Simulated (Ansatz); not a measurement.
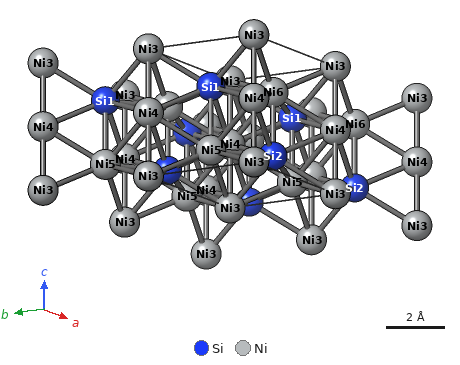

This is crystalline SiNi$_{2}$ (set up in P6_3/mmc). Style: ball-and-stick. Shown: the cell of the calculation, repeated 2 × 2 × 1 with one cell outlined, from a free direction.

The calculation used DFT r2SCAN, scalar-relativistic, plane waves, PAW (Ansatz). Settings: plane-wave cutoff 500 eV; k-point mesh 12 × 12 × 8; occupations gaussian; smearing width 0.1 eV; no spin polarisation.

Change: The volume is changed by −3.0 %. The cell's shape and the atoms are relaxed at that volume.

The input:
```yaml
crystal:
  lattice:
    - [3.8304565024, 0.0, 0.0]
    - [-1.9152282512, 3.3172726392, 0.0]
    - [0.0, 0.0, 4.877042121]
  atoms:
    - { symbol: Si, position: [0.3333333333, 0.6666666667, 0.75] }
    - { symbol: Si, position: [0.6666666667, 0.3333333333, 0.25] }
    - { symbol: Ni, position: [0.0, 0.0, 0.0] }
    - { symbol: Ni, position: [0.0, 0.0, 0.5] }
    - { symbol: Ni, position: [0.3333333333, 0.6666666667, 0.25] }
    - { symbol: Ni, position: [0.6666666667, 0.3333333333, 0.75] }
basis:
  ecutwfc: 500
kpoints:
  mp_grid: { grid: [12, 12, 8] }
hamiltonian:
  xc: r2scan
scf:
  occupations: { method: gaussian, width: 0.1 }
output:
  forces: true
  stress: true
  eigenvalues: true
relax:
  adjacent_minimum: "off"
  f_tol: 0.01
  max_steps: 30
  cell: { stress_tol: 0.1, fix: [volume] }
```

Command:
```bash
ansatz run input.yaml --threads 2 --pin off --max-ram 5120MiB --backend cpu --events-out ev --progress --plain --runs-dir out
```

**Predict the response.**

The energy rises by 7.1 meV per atom. Pressure: 0.0 GPa before, 7.4 GPa after. The drawn cell changes as follows: a = b 3.870 → 3.836 Å (−0.9 %), c 4.927 → 4.864 Å (−1.3 %); the volume changes by −3.0 %. The atoms keep their places relative to the cell (all moves are under 0.005 Å). Among the bonded contacts that change: Ni–Si 2.463 → 2.432 Å, Ni–Ni 2.463 → 2.432 Å, Ni–Si 2.551 → 2.526 Å, Ni–Ni 2.551 → 2.526 Å. The space group stays P6_3/mmc (No. 194).
